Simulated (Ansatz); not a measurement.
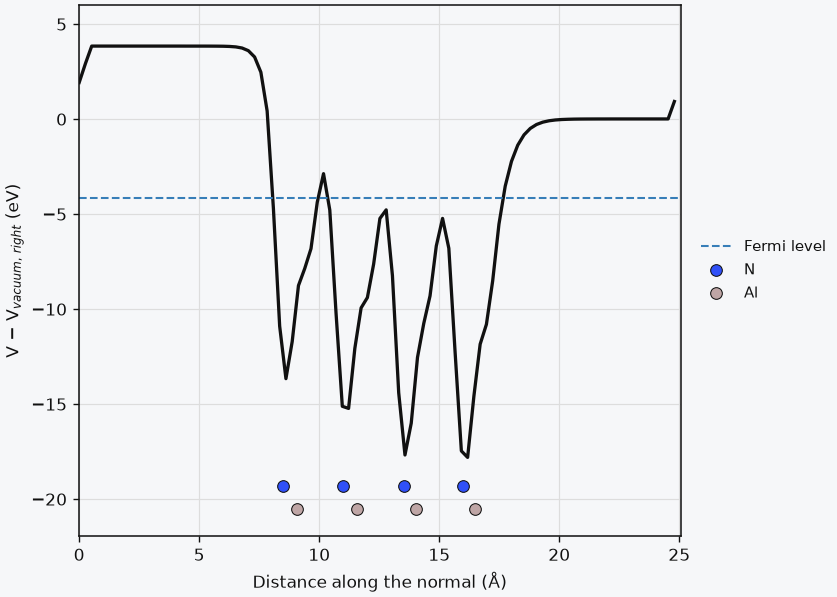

Plane-averaged electrostatic potential energy of an electron across the slab; circles at the bottom mark the heights of the atoms (positions after relaxation). System: a (001) slab cut from AlN (P6_3mc), ended by Al above and N below, 8 atoms in the cell. Computed with Ansatz 0.2.0: DFT r2SCAN, scalar-relativistic, plane waves, PAW, no spin polarisation, 9×9×1 k mesh, 500 eV cutoff, Gaussian smearing of 0.05 eV.

The work function is 4.15 eV at the right face and 7.99 eV at the left. The vacuum level is 3.83 eV higher at the left than at the right, so the slab carries a dipole along its normal; the ramp in the vacuum, at or near the edge of the plot, is the dipole correction that keeps each side flat. Some atoms were held fixed in the relaxation, which can itself make the faces differ. The outermost atoms are 8.0 Å apart, which leaves 17.1 Å of vacuum in a cell 25.1 Å high.
